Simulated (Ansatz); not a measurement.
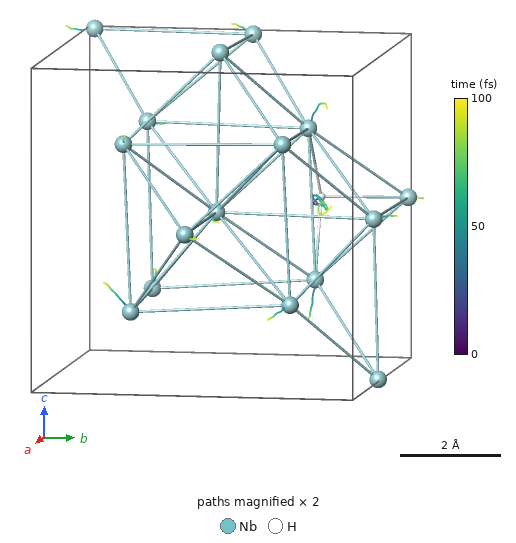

First-principles dynamics of Nb with an interstitial H (17 atoms in the cell), 100 fs long. It starts from the last geometry of an earlier run. Lines trace each atom's path, coloured by time; spheres stand at the starting positions. The excursions are magnified 2 times. Seen slightly off an axis in the simulation cell.

Method: Ansatz, DFT LDA, scalar-relativistic, plane waves, PAW. Settings: plane-wave cutoff 420 eV; k-point mesh 2 × 2 × 2; Fermi-Dirac smearing 0.1 eV; low-accuracy preset; Nosé-Hoover thermostat (NVT); set temperature 1260 K; time step 0.5 fs; atoms at rest at the start; thermostat time 100.0 fs.

What do the traces tell about the motion?

Answer. Root-mean-square distances from the starting positions over the second half, with the common drift of all atoms taken out: H 0.31 Å, Nb 0.21 Å. The run lasts only 100 fs, too short to tell vibration from diffusion. The atoms start at rest, so the thermostat has only the motion that the forces set off to work on.

Limits of the set-up: the k-point mesh is coarse for a cell with partly filled bands; the program's low-accuracy preset was used; the periodic images lie only 6.6 Å apart, so the values are limited by the cell's size.

The run took about 17 core-minutes on a shared host.
